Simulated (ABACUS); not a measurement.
## Single-point calculation at one volume of an equation of state, with input and output: Ge (part 2 of 2)

The same run, continued: Ge (I4₁/amd, 2 atoms in the cell); Kohn-Sham DFT of a periodic cell, revPBE, PseudoDojo NC SR 0.4.1 PBE standard, no spin polarisation (ABACUS 3.10.1); cutoff 1074.85 eV, 9×9×9 k-mesh, fermi-dirac of 0.05 eV. The structure derives from a Materials Project entry. It belongs to a series of runs on one base structure; here: volume scaled by 1.02.

Geometry of the input (Å; fractional positions):
```
-2.5915  2.5915  1.4067
2.5915  -2.5915  1.4067
2.5915  2.5915  -1.4067
Ge 0.5000  0.5000  0.0000
Ge 0.2500  0.7500  0.5000
```

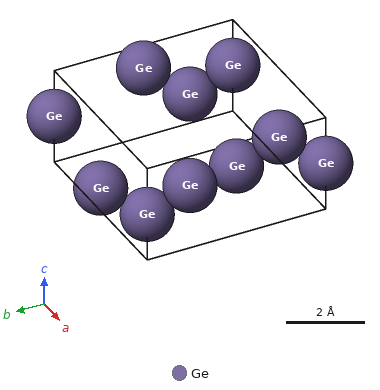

*The structure as given in the input (spheres-only view of the cell 2 times as large as that of the calculation, set on its symmetry axes, seen at an oblique angle).*

The program's output, continued
```
----------------------------------------------------------
 E_KohnSham     -357.4257358591      -4863.0266195263
 E_Harris       -358.5991442660      -4878.9916599414
 E_Fermi        0.9021815648         12.2748099117
----------------------------------------------------------

 PW ALGORITHM --------------- ION=   1  ELEC=   2--------------------------------

 Density error is 0.00068436932829
                          Error Threshold = 3.44657454655e-05
----------------------------------------------------------
     Energy           Rydberg                 eV
----------------------------------------------------------
 E_KohnSham     -357.4268004007      -4863.0411033586
 E_Harris       -357.5494651289      -4864.7100426054
 E_Fermi        0.8967561656         12.2009935690
----------------------------------------------------------

 PW ALGORITHM --------------- ION=   1  ELEC=   3--------------------------------

 Density error is 6.40196103078e-05
                          Error Threshold = 2.44417617246e-06
----------------------------------------------------------
     Energy           Rydberg                 eV
----------------------------------------------------------
 E_KohnSham     -357.4269142818      -4863.0426527901
 E_Harris       -357.3829989765      -4862.4451544091
 E_Fermi        0.8960348171         12.1911791194
----------------------------------------------------------

 PW ALGORITHM --------------- ION=   1  ELEC=   4--------------------------------

 Density error is 1.17135426442e-05
                          Error Threshold = 2.28641465385e-07
----------------------------------------------------------
     Energy           Rydberg                 eV
----------------------------------------------------------
 E_KohnSham     -357.4269200402      -4863.0427311370
 E_Harris       -357.4631105812      -4863.5351287089
 E_Fermi        0.8962458662         12.1940505894
----------------------------------------------------------

 PW ALGORITHM --------------- ION=   1  ELEC=   5--------------------------------

 Density error is 1.43797066778e-07
                          Error Threshold = 4.18340808721e-08
----------------------------------------------------------
     Energy           Rydberg                 eV
----------------------------------------------------------
 E_KohnSham     -357.4269219302      -4863.0427568516
 E_Harris       -357.4286612689      -4863.0664217683
 E_Fermi        0.8961629730         12.1929227690
----------------------------------------------------------

 PW ALGORITHM --------------- ION=   1  ELEC=   6--------------------------------

 Density error is 5.33792515216e-09
                          Error Threshold = 5.1356095278e-10
----------------------------------------------------------
     Energy           Rydberg                 eV
----------------------------------------------------------
 E_KohnSham     -357.4269219872      -4863.0427576277
 E_KS(sigma->0) -357.4266749066      -4863.0393959238
 E_Harris       -357.4260456355      -4863.0308342502
 E_band         -14.4783133767       -196.9875593531
 E_one_elec     -138.4025091071      -1883.0627413530
 E_Hartree      91.0849332547        1239.2740942135
 E_xc           -87.5002549547       -1190.5020438367
 E_Ewald        -222.6085970190      -3028.7453432437
 E_entropy(-TS) -0.0004941612        -0.0067234078
 E_descf        0.0000000000         0.0000000000
 E_exx          0.0000000000         0.0000000000
 E_Fermi        0.8961760605         12.1931008336
----------------------------------------------------------

 charge density convergence is achieved
 final etot is -4863.0427576 eV
 EFERMI = 12.193100834 eV

 STATE ENERGY(eV) AND OCCUPATIONS    NSPIN == 1
 1/19 kpoint (Cartesian) = 0.0000 0.0000 0.0000 (3051 pws)
       1       -12.7207     0.00274348
       2       -12.6825     0.00274348
       3       -12.6536     0.00274348
       4       -12.6520     0.00274348
       5       -12.5564     0.00274348
       6       -12.5564     0.00274348
       7       -12.5505     0.00274348
       8       -12.5505     0.00274348
       9       -12.4930     0.00274348
      10       -12.4268     0.00274348
      11      -0.959992     0.00274348
      12        8.11050     0.00274348
      13        9.87710     0.00274348
      14        9.87710     0.00274348
      15        15.4240    2.37329e-31
      16        19.6896    2.11018e-68
      17        19.6896    2.11018e-68
      18        20.2067    6.80439e-73

 2/19 kpoint (Cartesian) = 0.021437 0.0000 -0.039494 (3040 pws)
       1       -12.7163      0.0219479
       2       -12.6675      0.0219479
       3       -12.6479      0.0219479
       4       -12.6343      0.0219479
       5       -12.5673      0.0219479
       6       -12.5647      0.0219479
       7       -12.5522      0.0219479
       8       -12.5517      0.0219479
       9       -12.4956      0.0219479
      10       -12.4317      0.0219479
      11      -0.662778      0.0219479
      12        7.74477      0.0219479
      13        9.87598      0.0219479
      14        10.7929      0.0219479
      15        15.9798    2.82382e-35
      16        17.7848    5.92718e-51
      17        18.2839    2.73788e-55
      18        19.0890    2.78385e-62

 3/19 kpoint (Cartesian) = 0.042875 0.0000 -0.078989 (3031 pws)
       1       -12.7036      0.0219479
       2       -12.6356      0.0219479
       3       -12.6338      0.0219479
       4       -12.6058      0.0219479
       5       -12.5877      0.0219479
       6       -12.5648      0.0219479
       7       -12.5625      0.0219479
       8       -12.5553      0.0219479
       9       -12.5029      0.0219479
      10       -12.4437      0.0219479
      11       0.226694      0.0219479
      12        7.45633      0.0219479
      13        9.98242      0.0219479
      14        12.5727    1.10768e-05
      15        14.1731    1.38977e-19
      16        15.3477    8.71874e-30
      17        17.3010    9.42809e-47
      18        17.6776    5.05444e-50

 4/19 kpoint (Cartesian) = 0.064312 0.0000 -0.11848 (3036 pws)
       1       -12.6899      0.0219479
       2       -12.6264      0.0219479
       3       -12.6201      0.0219479
       4       -12.6138      0.0219479
       5       -12.5979      0.0219479
       6       -12.5764      0.0219479
       7       -12.5432      0.0219479
       8       -12.5181      0.0219479
       9       -12.5134      0.0219479
      10       -12.4583      0.0219479
      11        1.69008      0.0219479
      12        7.48276      0.0219479
      13        10.3234      0.0219479
      14        10.6096      0.0219479
      15        12.6063    5.65431e-06
      16        15.0880    1.57110e-27
      17        16.2066    3.02230e-37
      18        16.7962    2.28559e-42

 5/19 kpoint (Cartesian) = 0.085749 0.0000 -0.15798 (3013 pws)
       1       -12.6810      0.0219479
       2       -12.6382      0.0219479
       3       -12.6350      0.0219479
       4       -12.6099      0.0219479
       5       -12.5880      0.0219479
       6       -12.5860      0.0219479
       7       -12.5229      0.0219479
       8       -12.5096      0.0219479
       9       -12.4942      0.0219479
      10       -12.4678      0.0219479
      11        3.58874      0.0219479
      12        6.50288      0.0219479
      13        9.34543      0.0219479
      14        10.6841      0.0219479
      15        10.7663      0.0219479
      16        14.8476    1.92684e-25
      17        15.7290    4.25376e-33
      18        17.4111    1.04245e-47

 6/19 kpoint (Cartesian) = -0.021437 -0.021437 0.078989 (3036 pws)
       1       -12.7080      0.0219479
       2       -12.6376      0.0219479
       3       -12.6331      0.0219479
       4       -12.5985      0.0219479
       5       -12.5841      0.0219479
       6       -12.5773      0.0219479
       7       -12.5650      0.0219479
       8       -12.5546      0.0219479
       9       -12.4998      0.0219479
      10       -12.4387      0.0219479
      11      0.0930307      0.0219479
      12        7.87814      0.0219479
      13        10.7831      0.0219479
      14        11.4337      0.0219479
      15        14.7572    1.17523e-24
      16        14.9592    2.06855e-26
      17        16.9095    2.37214e-43
      18        18.2943    2.22489e-55

[... levels at 13 further k points ...]

------------------------------------------------------------------------------------------
 TOTAL-FORCE (eV/Angstrom)
------------------------------------------------------------------------------------------
                       Ge1         0.0000000000         0.0000000000         0.0000000000
                       Ge2         0.0000000000         0.0000000000         0.0000000000
------------------------------------------------------------------------------------------

----------------------------------------------------------------
 TOTAL-STRESS (KBAR)
----------------------------------------------------------------
        30.5964684491        -0.0000000000        -0.0000000000
        -0.0000000000        30.5964684491         0.0000000000
        -0.0000000000        -0.0000000000        35.6563450615
----------------------------------------------------------------
 TOTAL-PRESSURE: 32.283094 KBAR

 --------------------------------------------
 !FINAL_ETOT_IS -4863.0427576277452317 eV
 --------------------------------------------
```

Standard output
```
ABACUS v3.10.1

               Atomic-orbital Based Ab-initio Computation at UStc

 dft_functional readin is: revpbe
 dft_functional in pseudopot file is: PBE
 Please make sure this is what you need

%%%%%%%%%%%%%%%%%%%%%%%%%%%%%%%%%%%%%%%%%%%%%%%%%%%%%%%%%%%%%%%%%%%%%%%%%%%%%%%%%%%%%%%%%%%%%%%%%%%%%%%%%
 Warning: the number of valence electrons in pseudopotential > 4 for Ge: [Ar] 3d10 4s2 4p2
 Pseudopotentials with additional electrons can yield (more) accurate outcomes, but may be less efficient.
 If you're confident that your chosen pseudopotential is appropriate, you can safely ignore this warning.
%%%%%%%%%%%%%%%%%%%%%%%%%%%%%%%%%%%%%%%%%%%%%%%%%%%%%%%%%%%%%%%%%%%%%%%%%%%%%%%%%%%%%%%%%%%%%%%%%%%%%%%%%

 UNIFORM GRID DIM        : 45 * 45 * 45
 UNIFORM GRID DIM(BIG)   : 45 * 45 * 45
 ---------------------------------------------------------
 Self-consistent calculations for electrons
 ---------------------------------------------------------
 SPIN    KPOINTS         PROCESSORS  THREADS
 1       75              4           4
 ---------------------------------------------------------
 Use plane wave basis
 ---------------------------------------------------------
 ELEMENT NATOM       XC
 Ge      2
 ---------------------------------------------------------
 Initial plane wave basis and FFT box
 ---------------------------------------------------------
 -------------------------------------------
 SELF-CONSISTENT :
 -------------------------------------------
 START CHARGE      : atomic
 ITER       ETOT/eV          EDIFF/eV         DRHO     TIME/s
 DA1     -4.86302662e+03   0.00000000e+00   9.6504e-03   4.38
 DA2     -4.86304110e+03  -1.44838323e-02   6.8437e-04   1.40
 DA3     -4.86304265e+03  -1.54943149e-03   6.4020e-05   1.93
 DA4     -4.86304273e+03  -7.83469453e-05   1.1714e-05   2.19
 DA5     -4.86304276e+03  -2.57146226e-05   1.4380e-07   2.60
 DA6     -4.86304276e+03  -7.76102044e-07   5.3379e-09   2.95
----------------------------------------------------------------
 TOTAL-STRESS (KBAR)
----------------------------------------------------------------
        30.5964684491        -0.0000000000        -0.0000000000
        -0.0000000000        30.5964684491         0.0000000000
        -0.0000000000        -0.0000000000        35.6563450615
----------------------------------------------------------------
 TOTAL-PRESSURE: 32.283094 KBAR
```

Results in brief

- outcome: converged
- space group (tolerance 0.01 Å): I4₁/amd (141)
- electrons treated: 28
- free energy: −4863.0428 eV
- Fermi energy: 12.193 eV
- gap on the k-point mesh: none (metallic)
- pressure: 3.23 GPa
- largest force (length of the vector): under 0.001 eV/Å
- hardware: 4 threads of Intel Xeon (Granite Rapids), 12 GiB of memory available, shared host
- wall time: 17 s (CPU time 67 s)
- peak memory: 0.4 GiB
